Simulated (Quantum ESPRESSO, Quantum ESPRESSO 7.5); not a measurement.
## Nb(100), 5 layers: vacuum convergence

Which setting serves for Nb(100), 5 layers? The runs below step through one kind of setting.

Method: plane-wave DFT, PBE, GBRV ultrasoft pseudopotentials, in Quantum ESPRESSO 7.5.

### Step 1. The structure

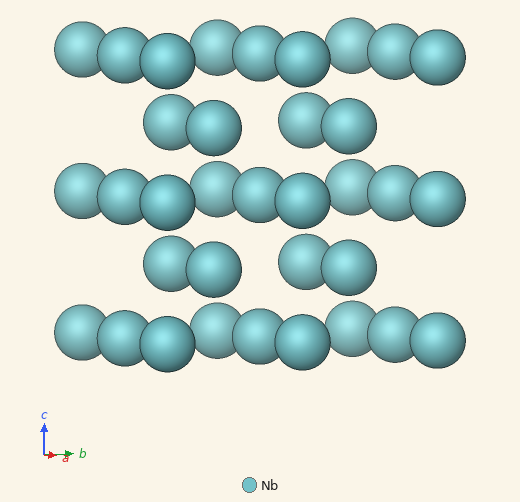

Start, viewed from the side, with the c axis up; niobium teal. 2×2×1 cells are drawn. Some periodic images of atoms are drawn too.

The cell holds 5 atoms: 5 Nb. Cell: a = 3.300 Å, b = 3.300 Å, c = 30.600 Å, α = 90.0°, β = 90.0°, γ = 90.0°. It derives from Nb. Vacuum lies along c.

### Step 2. Self-consistent run: 24 Å of vacuum

The first run is the reference of the series.

The input, c0.in:

```
&control
  prefix = 'c0'
  outdir = './out'
  pseudo_dir = './pseudo'
  calculation = 'scf'
  tprnfor = .true.
/
&system
  ibrav = 0
  nat = 5
  ntyp = 1
  ecutwfc = 40
  ecutrho = 200
  occupations = 'smearing'
  smearing = 'mv'
  degauss = 0.02
/
&electrons
  conv_thr = 1e-07
  mixing_beta = 0.4
  electron_maxstep = 120
  mixing_mode = 'local-TF'
/
ATOMIC_SPECIES
  Nb  92.9064  nb_pbe_v1.uspp.F.UPF
CELL_PARAMETERS angstrom
  3.30000000000000 0.00000000000000 0.00000000000000
  0.00000000000000 3.30000000000000 0.00000000000000
  0.00000000000000 0.00000000000000 30.60000000000000
ATOMIC_POSITIONS crystal
  Nb  0.000000000000 0.000000000000 0.392156862745
  Nb  0.500000000000 0.500000000000 0.446078431373
  Nb  0.000000000000 0.000000000000 0.500000000000
  Nb  0.500000000000 0.500000000000 0.553921568627
  Nb  0.000000000000 0.000000000000 0.607843137255
K_POINTS automatic
  8 8 1 0 0 0
```

Run with:

```bash
OMP_NUM_THREADS=1 mpirun -n 4 pw.x -nk 4 -in c0.in > c0.out
```

Log:

```text
Program PWSCF v.7.5 starts
[citation notice left out]

     Parallel version (MPI & OpenMP), running on       4 processor cores
     Number of MPI processes:                 4
     Threads/MPI process:                     1

     MPI processes distributed on     1 nodes
[...]
Current dimensions of program PWSCF are:
     Max number of different atomic species (ntypx) = 10
     Max number of k-points (npk) =  40000
     Max angular momentum in pseudopotentials (lmaxx) =  4
     Message from routine setup:
     using ibrav=0 with symmetry is DISCOURAGED, use correct ibrav instead

     K-points division:     npool     =       4
     Subspace diagonalization in iterative solution of the eigenvalue problem:
     a serial algorithm will be used

     G-vector sticks info
     --------------------
     sticks:   dense  smooth     PW     G-vecs:    dense   smooth      PW
     Sum         621     497    145               107233    76945   13113

     Using Slab Decomposition

     bravais-lattice index     =            0
     lattice parameter (alat)  =       6.2361  a.u.
     unit-cell volume          =    2248.7745 (a.u.)^3
     number of atoms/cell      =            5
     number of atomic types    =            1
     number of electrons       =        65.00
     number of Kohn-Sham states=           40
     kinetic-energy cutoff     =      40.0000  Ry
     charge density cutoff     =     200.0000  Ry
     scf convergence threshold =      1.0E-07
     mixing beta               =       0.4000
     number of iterations used =            8  local-TF  mixing
     Exchange-correlation= SLA  PW   PBE  PBE
                           (   1   4   3   4   0   0   0)

     celldm(1)=   6.236096  celldm(2)=   0.000000  celldm(3)=   0.000000
     celldm(4)=   0.000000  celldm(5)=   0.000000  celldm(6)=   0.000000

     crystal axes: (cart. coord. in units of alat)
               a(1) = (   1.000000   0.000000   0.000000 )
               a(2) = (   0.000000   1.000000   0.000000 )
               a(3) = (   0.000000   0.000000   9.272727 )

     reciprocal axes: (cart. coord. in units 2 pi/alat)
               b(1) = (  1.000000  0.000000  0.000000 )
               b(2) = (  0.000000  1.000000  0.000000 )
               b(3) = (  0.000000  0.000000  0.107843 )

     PseudoPot. # 1 for Nb read from file:
     ./pseudo/nb_pbe_v1.uspp.F.UPF
     Pseudo is Ultrasoft + core correction, Zval = 13.0
     Generated by new atomic code, or converted to UPF format
     Using radial grid of  887 points,  6 beta functions with:
                l(1) =   0
                l(2) =   0
                l(3) =   1
                l(4) =   1
                l(5) =   2
                l(6) =   2
     Q(r) pseudized with  6 coefficients,  rinner =    1.000   1.000   1.000
                                                       1.000   1.000

     atomic species   valence    mass     pseudopotential
     Nb               13.00    92.90640     Nb( 1.00)

     16 Sym. Ops., with inversion, found

   Cartesian axes

     site n.     atom                  positions (alat units)
         1        Nb     tau(   1) = (   0.0000000   0.0000000   3.6363636  )
         2        Nb     tau(   2) = (   0.5000000   0.5000000   4.1363636  )
         3        Nb     tau(   3) = (   0.0000000   0.0000000   4.6363636  )
         4        Nb     tau(   4) = (   0.5000000   0.5000000   5.1363636  )
         5        Nb     tau(   5) = (   0.0000000   0.0000000   5.6363636  )

     number of k points=    15  Marzari-Vanderbilt smearing, width (Ry)=  0.0200
                       cart. coord. in units 2pi/alat
        k(    1) = (   0.0000000   0.0000000   0.0000000), wk =   0.0312500
        k(    2) = (   0.0000000   0.1250000   0.0000000), wk =   0.1250000
        k(    3) = (   0.0000000   0.2500000   0.0000000), wk =   0.1250000
        k(    4) = (   0.0000000   0.3750000   0.0000000), wk =   0.1250000
        k(    5) = (   0.0000000  -0.5000000   0.0000000), wk =   0.0625000
        k(    6) = (   0.1250000   0.1250000   0.0000000), wk =   0.1250000
        k(    7) = (   0.1250000   0.2500000   0.0000000), wk =   0.2500000
        k(    8) = (   0.1250000   0.3750000   0.0000000), wk =   0.2500000
        k(    9) = (   0.1250000  -0.5000000   0.0000000), wk =   0.1250000
        k(   10) = (   0.2500000   0.2500000   0.0000000), wk =   0.1250000
[...]
k(   15) = (  -0.5000000  -0.5000000   0.0000000), wk =   0.0312500

     Dense  grid:   107233 G-vectors     FFT dimensions: (  30,  30, 270)

     Smooth grid:    76945 G-vectors     FFT dimensions: (  25,  25, 240)

     Estimated max dynamical RAM per process >     186.93 MB

     Estimated total dynamical RAM >     669.18 MB

     Initial potential from superposition of free atoms

     starting charge      64.9863, renormalised to      65.0000

     negative rho (up, down):  7.135E-03 0.000E+00
     Starting wfcs are   65 randomized atomic wfcs

     total cpu time spent up to now is        1.7 secs

     per-process dynamical memory:    90.9 Mb

     Self-consistent Calculation

     iteration #  1     ecut=    40.00 Ry     beta= 0.40
     Davidson diagonalization with overlap
     ethr =  1.00E-02,  avg # of iterations =  2.0

     negative rho (up, down):  4.484E-03 0.000E+00

     total cpu time spent up to now is        4.6 secs

     total energy              =    -589.51559191 Ry
     estimated scf accuracy    <       5.41964713 Ry

     iteration #  2     ecut=    40.00 Ry     beta= 0.40
[...]
negative rho (up, down):  2.401E-03 0.000E+00

[...]
total energy              =    -589.19161974 Ry
     estimated scf accuracy    <       2.26520953 Ry

     iteration #  3     ecut=    40.00 Ry     beta= 0.40
[...]
negative rho (up, down):  4.076E-03 0.000E+00

[...]
total energy              =    -588.95038612 Ry
     estimated scf accuracy    <       2.29569066 Ry

     iteration #  4     ecut=    40.00 Ry     beta= 0.40
[...]
negative rho (up, down):  1.512E-03 0.000E+00

[...]
total energy              =    -589.67160595 Ry
     estimated scf accuracy    <       8.20601834 Ry

     iteration #  5     ecut=    40.00 Ry     beta= 0.40
[...]
negative rho (up, down):  1.549E-03 0.000E+00

[...]
total energy              =    -589.70664478 Ry
     estimated scf accuracy    <       5.97500963 Ry

[...]
total energy              =    -589.76512288 Ry
     estimated scf accuracy    <       5.93592742 Ry

     iteration #  9     ecut=    40.00 Ry     beta= 0.40
[...]
negative rho (up, down):  4.353E-03 0.000E+00

[...]
total energy              =    -589.92571669 Ry
     estimated scf accuracy    <       6.43449188 Ry

     iteration # 10     ecut=    40.00 Ry     beta= 0.40
[...]
negative rho (up, down):  2.753E-03 0.000E+00

[...]
total energy              =    -589.89842395 Ry
     estimated scf accuracy    <       8.12386440 Ry

     iteration # 11     ecut=    40.00 Ry     beta= 0.40
[...]
negative rho (up, down):  3.395E-04 0.000E+00

[...]
total energy              =    -588.97435727 Ry
     estimated scf accuracy    <       8.07162964 Ry

     iteration # 12     ecut=    40.00 Ry     beta= 0.40
[...]
negative rho (up, down):  2.943E-04 0.000E+00

[...]
total energy              =    -589.45700434 Ry
     estimated scf accuracy    <       0.17377347 Ry

     iteration # 13     ecut=    40.00 Ry     beta= 0.40
[...]
negative rho (up, down):  3.175E-04 0.000E+00

[...]
total energy              =    -589.51707891 Ry
     estimated scf accuracy    <       1.32355969 Ry

     iteration # 14     ecut=    40.00 Ry     beta= 0.40
[...]
negative rho (up, down):  2.563E-04 0.000E+00

[...]
total energy              =    -589.45099424 Ry
     estimated scf accuracy    <       1.24700659 Ry

[...]
iteration # 27     ecut=    40.00 Ry     beta= 0.40
[...]
negative rho (up, down):  8.263E-03 0.000E+00

[...]
total energy              =    -589.40846065 Ry
     estimated scf accuracy    <       0.00008188 Ry

     iteration # 28     ecut=    40.00 Ry     beta= 0.40
[...]
negative rho (up, down):  7.509E-03 0.000E+00

[...]
total energy              =    -589.40844793 Ry
     estimated scf accuracy    <       0.00003798 Ry

     iteration # 29     ecut=    40.00 Ry     beta= 0.40
[...]
negative rho (up, down):  7.314E-03 0.000E+00

[...]
total energy              =    -589.40845238 Ry
     estimated scf accuracy    <       0.00009184 Ry

     iteration # 30     ecut=    40.00 Ry     beta= 0.40
[...]
negative rho (up, down):  7.307E-03 0.000E+00

[...]
total energy              =    -589.40845318 Ry
     estimated scf accuracy    <       0.00001343 Ry

     iteration # 31     ecut=    40.00 Ry     beta= 0.40
[...]
negative rho (up, down):  7.256E-03 0.000E+00

[...]
total energy              =    -589.40845495 Ry
     estimated scf accuracy    <       0.00000231 Ry

     iteration # 32     ecut=    40.00 Ry     beta= 0.40
[...]
negative rho (up, down):  7.261E-03 0.000E+00

[...]
total energy              =    -589.40845548 Ry
     estimated scf accuracy    <       0.00000047 Ry

     iteration # 33     ecut=    40.00 Ry     beta= 0.40
[...]
negative rho (up, down):  7.250E-03 0.000E+00

[...]
total energy              =    -589.40845537 Ry
     estimated scf accuracy    <       0.00000081 Ry

     iteration # 34     ecut=    40.00 Ry     beta= 0.40
[...]
negative rho (up, down):  7.242E-03 0.000E+00

[...]
End of self-consistent calculation

          k = 0.0000 0.0000 0.0000 (  9557 PWs)   bands (ev):

   -52.7496 -52.7485 -52.1491 -52.0187 -51.8505 -28.9071 -28.8960 -28.7406
   -28.7406 -28.7248 -28.7248 -28.4110 -28.2452 -28.2452 -28.1565 -27.9324
   -27.9324 -27.7295 -27.6240 -27.6240  -3.2381  -2.0226  -1.2714  -1.1248
    -0.6945  -0.4335  -0.3422   0.9671   2.3435   2.4034   2.4834   2.4834
     2.5691   2.5691   2.7541   2.8067   3.2253   3.2253   3.4166   4.5391

          k = 0.0000 0.1250 0.0000 (  9585 PWs)   bands (ev):

   -52.7447 -52.7438 -52.1371 -52.0180 -51.8595 -28.9209 -28.9032 -28.7903
   -28.7811 -28.7249 -28.7124 -28.3884 -28.3436 -28.2278 -28.0799 -27.9804
   -27.9387 -27.6916 -27.6498 -27.6496  -2.9395  -1.8007  -1.0791  -0.8958
    -0.6276  -0.4276  -0.0532   1.0108   1.9951   2.0689   2.1980   2.2897
     2.3465   2.7249   2.8538   2.8572   2.9955   3.8826   3.9061   3.9509

          k = 0.0000 0.2500 0.0000 (  9629 PWs)   bands (ev):

   -52.7327 -52.7322 -52.1037 -52.0162 -51.8858 -28.9531 -28.9522 -28.8887
   -28.8880 -28.6871 -28.6815 -28.4427 -28.3941 -28.1746 -28.0555 -28.0064
   -27.9550 -27.7233 -27.6794 -27.6553  -2.1475  -1.3396  -0.7478  -0.6575
    -0.5214  -0.2135   0.8131   1.4852   1.5093   1.5628   1.7280   2.1099
     2.3478   2.4262   2.4848   3.4305   3.6367   3.7150   3.9992   4.0764

          k = 0.0000 0.3750 0.0000 (  9672 PWs)   bands (ev):

   -52.7208 -52.7206 -52.0571 -52.0146 -51.9251 -29.0265 -29.0163 -28.9636
   -28.9567 -28.6498 -28.6487 -28.5183 -28.4182 -28.0904 -28.0860 -27.9800
   -27.9731 -27.8317 -27.6749 -27.6509  -1.3050  -1.2094  -0.8459  -0.4066
    -0.1944   0.4989   1.0238   1.0467   1.6520   1.7586   1.8847   1.9638
     2.1256   2.7228   2.8202   3.3087   3.5818   3.9334   4.0906   4.1643

          k = 0.0000-0.5000 0.0000 (  9652 PWs)   bands (ev):

   -52.7158 -52.7158 -52.0244 -52.0139 -51.9548 -29.0602 -29.0481 -29.0069
   -28.9629 -28.6346 -28.6345 -28.5546 -28.4240 -28.1084 -27.9955 -27.9813
   -27.9628 -27.9302 -27.6682 -27.6553  -1.2682  -1.2067  -0.5998  -0.2761
     0.0636   0.8562   0.8826   1.0783   1.2745   1.8527   1.9076   1.9567
     2.1734   2.7695   3.0034   3.0824   3.9078   4.2528   4.2802   4.3173

          k = 0.1250 0.1250 0.0000 (  9623 PWs)   bands (ev):

   -52.7400 -52.7393 -52.1257 -52.0169 -51.8675 -28.9242 -28.9088 -28.7855
   -28.7791 -28.7659 -28.7624 -28.3854 -28.3274 -28.2913 -28.0464 -27.9840
   -27.9573 -27.7019 -27.6795 -27.6326  -2.6530  -1.5582  -0.8112  -0.7460
    -0.4622  -0.1274  -0.0594   0.9035   1.6605   1.8329   1.9233   2.2259
     2.4755   2.5131   2.6272   2.8352   3.1477   3.7961   3.9195   4.1293

[...]
the Fermi energy is     2.3016 ev

!    total energy              =    -589.40845536 Ry
     estimated scf accuracy    <       0.00000007 Ry
     smearing contrib. (-TS)   =      -0.00095964 Ry
     internal energy E=F+TS    =    -589.40749571 Ry

     The total energy is F=E-TS. E is the sum of the following terms:
     one-electron contribution =   -7138.54142736 Ry
     hartree contribution      =    3565.82148584 Ry
     xc contribution           =     -91.74482224 Ry
     ewald contribution        =    3075.05726804 Ry

     convergence has been achieved in  34 iterations

     negative rho (up, down):  7.242E-03 0.000E+00

     Forces acting on atoms (cartesian axes, Ry/au):

     atom    1 type  1   force =     0.00000000    0.00000000    0.04595290
     atom    2 type  1   force =     0.00000000    0.00000000   -0.04772549
     atom    3 type  1   force =     0.00000000    0.00000000    0.00000000
     atom    4 type  1   force =     0.00000000    0.00000000    0.04772549
     atom    5 type  1   force =     0.00000000    0.00000000   -0.04595290

     Total force =     0.093695     Total SCF correction =     0.000414

[...]
=------------------------------------------------------------------------------=
   JOB DONE.
=------------------------------------------------------------------------------=
```

The job ended after 98 s (4 MPI ranks of Arm Neoverse V1, shared host; peak memory 0.61 GiB; 6.5 min of CPU time).

Read from the output:

| Item | Value |
| --- | --- |
| free energy | -8019.3106 eV |
| Fermi energy | 2.302 eV |

The program's own clock; routines nest. Time by routine:

| routine | wall time (s) | calls |
| --- | --- | --- |
| PWSCF | 96.99 | 1 |
| electrons | 94.68 | 1 |
| c_bands | 59.65 | 34 |
| cegterg | 54.24 | 136 |
| h_psi | 36.74 | 515 |
| fftw | 30.45 | 29850 |
| vloc_psi | 27.7 | 515 |
| mix_rho | 14.89 | 34 |
| sum_band | 12.75 | 34 |
| ffts | 8.43 | 4126 |
| calbec | 6.52 | 667 |
| add_vuspsi | 4.48 | 515 |
| s_psi | 4.44 | 515 |
| h_psi:calbec | 4.42 | 515 |

The run needed 34 iterations to bring the estimated error under 1e-07 Ry; the largest force on any atom, held or free, is 1.23 eV/Å.

### Step 3. Electrostatic potential

plot_num = 11 writes the bare and Hartree potential. It leaves out exchange and correlation, which fade slowly, so it flattens close to the surface.

The input, c0.pot.in:

```
&inputpp
  prefix = 'c0'
  outdir = './out'
  filplot = 'c0.pot.dat'
  plot_num = 11
/
```

Run with:

```bash
OMP_NUM_THREADS=1 mpirun -n 4 pp.x -in c0.pot.in > c0.pot.out
```

Log:

```text
[banner, memory and clock lines left out]
Program POST-PROC v.7.5 starts

          URL

     ./out/c0.save/

     IMPORTANT: XC functional enforced from input :
     Exchange-correlation= PBE
                           (   1   4   3   4   0   0   0)
     Any further DFT definition will be discarded
     Please, verify this is what you really want

     negative rho (up, down):  7.242E-03 0.000E+00

     Calling punch_plot, plot_num =  11
     Writing data to file  c0.pot.dat
     Message from routine chdens:
     namelist plot not found or invalid, exiting
```

It took 0.94 s on 4 MPI ranks; peak memory 0.11 GiB.

Numbers from this step:

- potential in the middle of the vacuum, over the Fermi level: 3.751 eV

The potential energy, planar mean oscillates, so the rows of the table below give means over windows of 1.7 Å about each position, cut where the curve ends. Its maxima inside the range that stand out by 2 % of the span (Å: eV): 12.8: -6.56, 14.5: -6.69, 16.1: -6.69, 17.8: -6.56. Its minima: 12.0: -21.7, 13.6: -21.2, 15.3: -21.5, 17.0: -21.2, 18.6: -21.7.

Electrostatic potential energy of an electron; zero at the Fermi level. The potential energy, planar mean by z; means over each step:

| z (Å) | potential energy, planar mean (eV) |
| --- | --- |
| 0.85 | 3.75 |
| 2.55 | 3.75 |
| 4.25 | 3.75 |
| 5.95 | 3.75 |
| 7.65 | 3.74 |
| 9.35 | 3.50 |
| 11.05 | -4.46 |
| 12.75 | -14.2 |
| 14.45 | -14.1 |
| 16.15 | -14.1 |
| 17.85 | -14.2 |
| 19.55 | -4.46 |
| 21.25 | 3.50 |
| 22.95 | 3.74 |
| 24.65 | 3.75 |
| 26.35 | 3.75 |
| 28.05 | 3.75 |
| 29.75 | 3.75 |

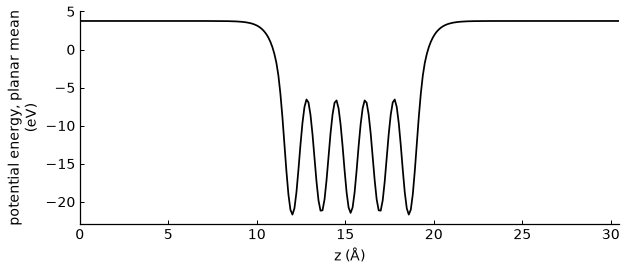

Potential energy, planar mean, plotted against z.

Inside the slab this potential holds the local part of the pseudopotentials, which can be repulsive at the nuclei; only its value in the vacuum has a meaning of its own.

(Part 1 of 3 ends here.)

[Logs are printed without paths, hosts, clocks, repeated set-up lines and the standing remarks that a program may print on its own settings, such as how far it seeks lower states.]

[Hosts, paths, dates, database ids (printed as entryN), source tags and the programs' standing remarks are cut or masked in the printed files.]

[Maps of the electrostatic potential energy from Ansatz leave out the sawtooth potential of an applied field or a dipole correction, so their vacuum need not be flat; planar profiles and work functions include it.]
